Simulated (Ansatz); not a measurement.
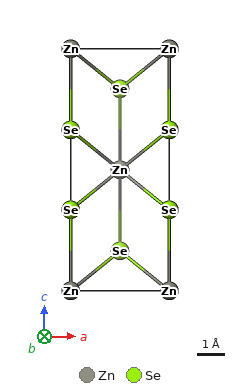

Crystalline ZnSe2 (built on the MoSi2 (C11b)_139 type) (coarse preliminary run), before the relaxation. A ball-and-stick model of the conventional cell (2 times the calculation's cell), seen along the b axis. Lengths and directions refer to the drawn axes.

Case: MoSi2 (C11b) type (I4/mmm, No. 139).

These are results of DFT r2SCAN, scalar-relativistic, plane waves, PAW (Ansatz), not measurements.

Input file:
```yaml
crystal:
  lattice:
    - [-1.8649739308, 1.8649739308, 4.575014174]
    - [1.8649739308, -1.8649739308, 4.575014174]
    - [1.8649739308, 1.8649739308, -4.575014174]
  atoms:
    - { symbol: Zn, position: [0.0, 0.0, 0.0] }
    - { symbol: Se, position: [0.665, 0.665, 0.0] }
    - { symbol: Se, position: [0.335, 0.335, 0.0] }
basis:
  ecutwfc: 500
kpoints:
  mp_grid: { grid: [6, 6, 6] }
hamiltonian:
  xc: r2scan
scf:
  occupations: { method: gaussian, width: 0.1 }
  lower_state_search: "off"
output:
  forces: true
  stress: true
  eigenvalues: true
relax:
  adjacent_minimum: "off"
  f_tol: 0.04
  max_steps: 70
  cell: { stress_tol: 0.4 }
```

Launched with:
```bash
ansatz run input.yaml --threads 1 --pin off --max-ram 3072MiB --backend cpu --events-out ev --progress --plain --runs-dir out
```

Q: Predict the outcome.

A: The energy falls by 295 meV per atom in 7 accepted moves (9 points after the start). Largest force component: 1.2 eV/Å at the start, 0.00062 eV/Å at the end. Pressure: −5.70 GPa at the start and −0.01 GPa at the end. The line search rejected the trial step at point 2 of the run. At 1 point the geometry stayed and the basis and grid were re-selected for the new cell (energy shift of 0.2 meV per atom at most each time). The largest moves relative to the cell, 0.44 Å, are those of Se2 and Se3. Se2 goes along −c. Zn stays in place. Cell: a = b 3.730 → 3.591 Å (−3.7 %), c 9.150 → 10.049 Å (+9.8 %). Volume +1.8 %. Near-neighbour distances that change, for instance: Zn1–Se2 3.065 → 3.809 Å, Se2–Se3 3.020 → 2.431 Å, Se2–Se3 (another image) 3.062 → 3.630 Å, Zn1–Se2 (another image) 3.039 → 2.815 Å. The space group stays I4/mmm (No. 139). The run took 100 s on 1 thread of Arm Neoverse V2 (shared host), peak memory 0.53 GiB.

The structure at the end:

```
CELL_PARAMETERS angstrom
-1.79556 1.79556 5.02472
1.79556 -1.79556 5.02472
1.79556 1.79556 -5.02472
ATOMIC_POSITIONS crystal
Zn 0.00000 0.00000 0.00000
Se 0.62094 0.62094 0.00000
Se 0.37906 0.37906 0.00000
```

The end point in the same view:

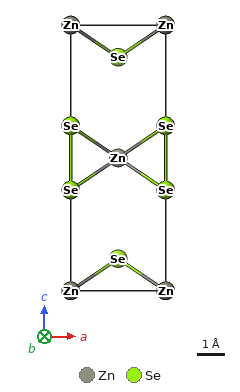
